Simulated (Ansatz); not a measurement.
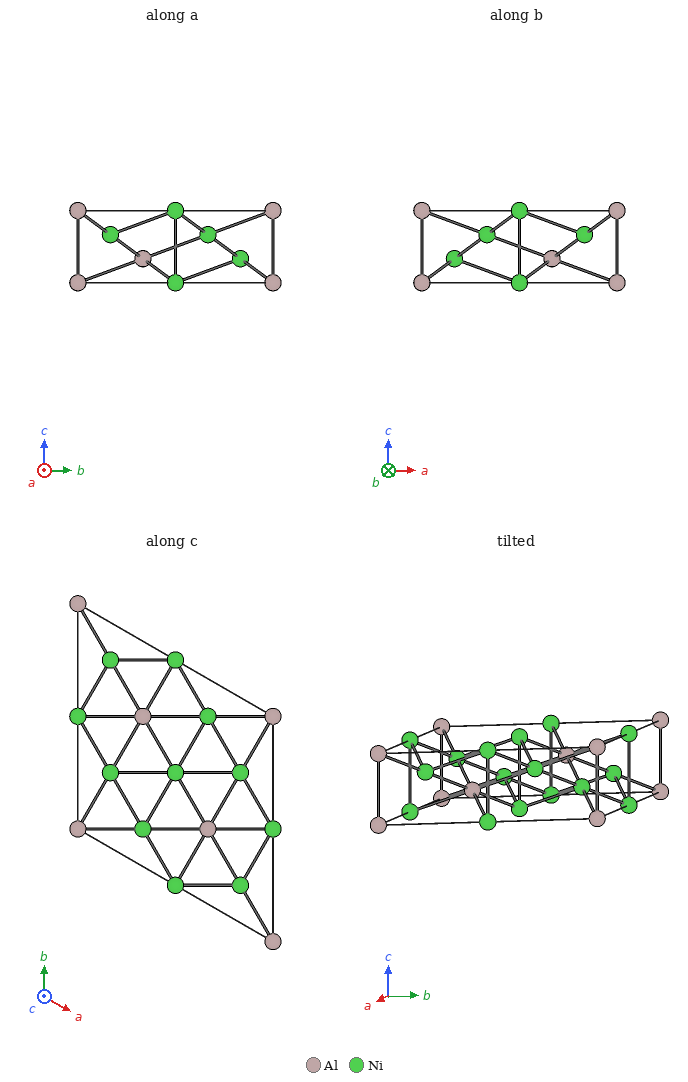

The image is a ball-and-stick drawing of a crystal, viewed along the a axis, along the b axis, along the c axis and slightly off an axis. The edges of the conventional unit cell are marked.

Lattice parameters: a = 7.9266 Å, b = 7.9266 Å, c = 2.5395 Å, α = 90.000°, β = 90.000°, γ = 120.000°.

Give the structure in the form of a CIF with its space group and independent sites.

Answer.
```cif
data_structure
_symmetry_space_group_name_H-M 'R -3 m :H'
_symmetry_Int_Tables_number 166
_cell_length_a 7.9266
_cell_length_b 7.9266
_cell_length_c 2.5395
_cell_angle_alpha 90.000
_cell_angle_beta 90.000
_cell_angle_gamma 120.000
_cell_volume 138.18
loop_
_atom_site_label
_atom_site_type_symbol
_atom_site_symmetry_multiplicity
_atom_site_Wyckoff_symbol
_atom_site_fract_x
_atom_site_fract_y
_atom_site_fract_z
_atom_site_occupancy
Al1 Al 3 a 0.0000 0.0000 0.0000 1
Ni1 Ni 9 e 0.3333 0.1667 0.6667 1
```

Starting structure: a structure type filled with these elements by a generator (whether the compound takes this form wasn't checked). Earlier steps of the study, as a rule a relaxation of our own, may have changed the cell and positions, so they can lie some per cent off the listed ones. A calculation with Ansatz used it as input.
